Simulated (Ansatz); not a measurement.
Cu2Ni3

```yaml
crystal:
  lattice:
    - [2.50847, 0.00000, 0.00000]
    - [-1.25423, 2.17240, 0.00000]
    - [0.00000, 0.00000, 20.72329]
  atoms:
    - { symbol: Cu, position: [0.33333, 0.66667, 0.05145] }
    - { symbol: Cu, position: [0.33333, 0.66667, 0.44855] }
    - { symbol: Cu, position: [0.66667, 0.33333, 0.94855] }
    - { symbol: Cu, position: [0.66667, 0.33333, 0.55145] }
    - { symbol: Ni, position: [0.33333, 0.66667, 0.84755] }
    - { symbol: Ni, position: [0.33333, 0.66667, 0.25000] }
    - { symbol: Ni, position: [0.33333, 0.66667, 0.65245] }
    - { symbol: Ni, position: [0.66667, 0.33333, 0.15245] }
    - { symbol: Ni, position: [0.66667, 0.33333, 0.34755] }
    - { symbol: Ni, position: [0.66667, 0.33333, 0.75000] }
```

Space group P6₃/mmc; a structure generated by program, which may or may not match a known phase; spin-polarised.

Level of theory: DFT PBE, scalar-relativistic, plane waves, PAW (Ansatz 0.2.0).

**What can the converged valence pseudo-density, electron localisation function and spin density tell about the bonding?**

Ni–Ni (2.51 Å): the density is about 0.33 e/Å³ at the midpoint; the ELF is about 0.25 at the midpoint: no localised pair shows between them.
Cu–Cu (2.51 Å): ρ at the midpoint is about 0.31 e/Å³; the ELF is about 0.20 at the midpoint (no shared electron pair shows on this line).
The spin density sits on Ni: −0.5 μB (×4) and −0.7 μB (×2) in one cell of 10 atoms: parallel main moments (a ferromagnetic arrangement) in this solution. The cell of the calculation (10 atoms) carries 3.0 μB of net spin moment.

**Metal or insulator at this level of theory?**

It is metallic or semimetallic at this level of theory: no gap opens.

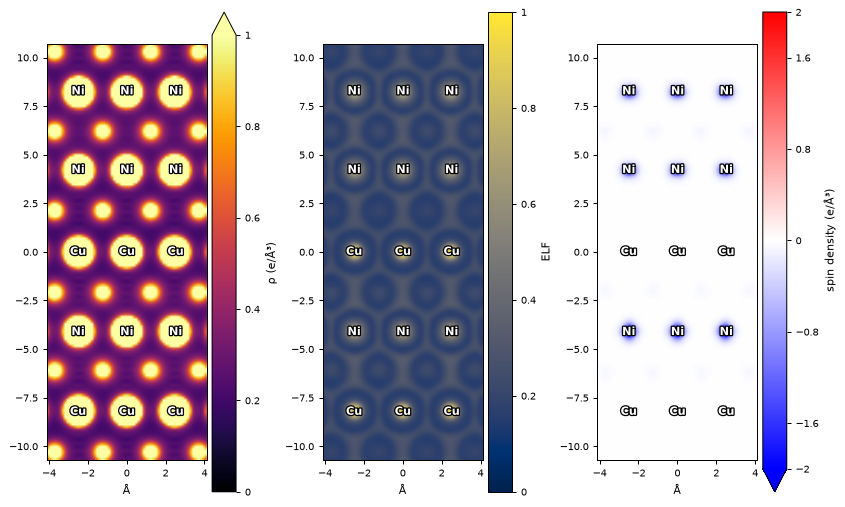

Computed valence pseudo-density, electron localisation function and spin density on the (010) plane of the conventional cell, in this order. Atoms just off the plane (Cu, 0.7 Å away and Ni, 0.7 Å away) can leave unmarked features too.

The density is the valence pseudo-density of a PAW calculation; it isn't the true density close to the nuclei.
